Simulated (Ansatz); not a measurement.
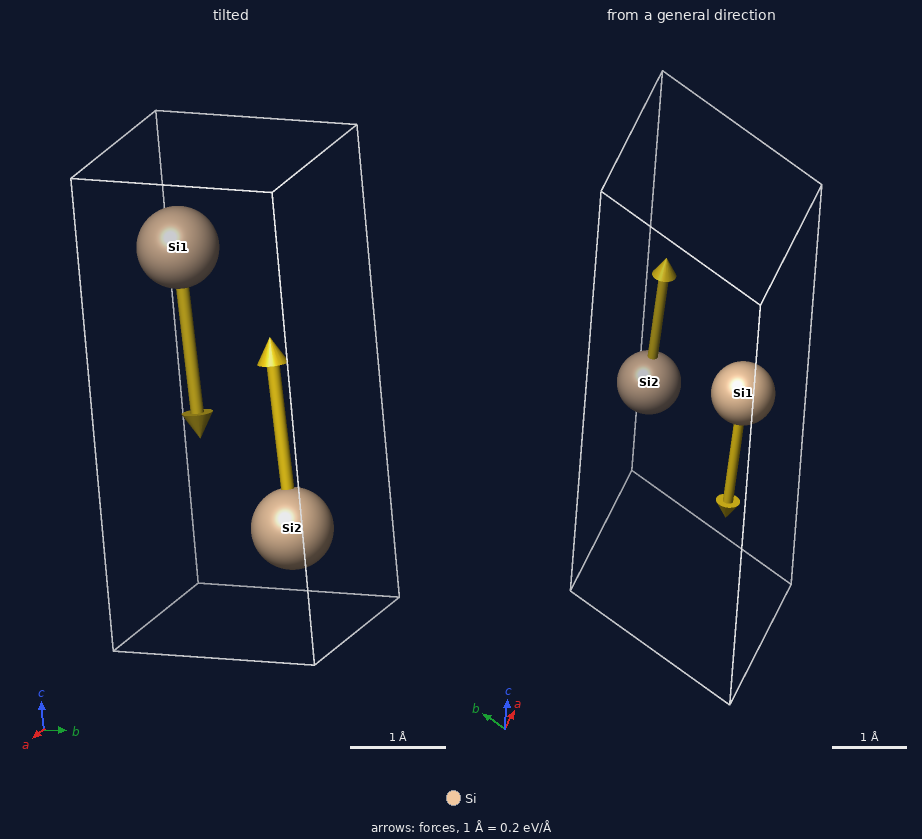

Spheres-only drawing of the structure, looking slightly off an axis and from a general direction. The frame is the cell (the run's own, in a reduced setting); atoms at its boundary are shown with their periodic copies. The arrows are the computed forces on the atoms.

System: Si. Theory: Ansatz, DFT PBEsol, scalar-relativistic, plane waves, PAW. Numerical settings: plane waves up to 420 eV, k-points about 0.15 Å⁻¹ apart, Gaussian smearing of 0.1 eV, no spin polarisation.

### Could this be the end point of a relaxation?

No. The atoms still feel forces of up to about 0.33 eV/Å, far above a usual threshold of 0.01 to 0.03 eV/Å.

### Find the atom with the largest force.

Si1 and Si2, about 0.33 eV/Å.

The initial geometry was a structure listed in the Materials Project, with elements exchanged, so it need not be a known form of the compound. The cell was then strained or its atoms displaced on purpose. It went into a calculation with Ansatz.
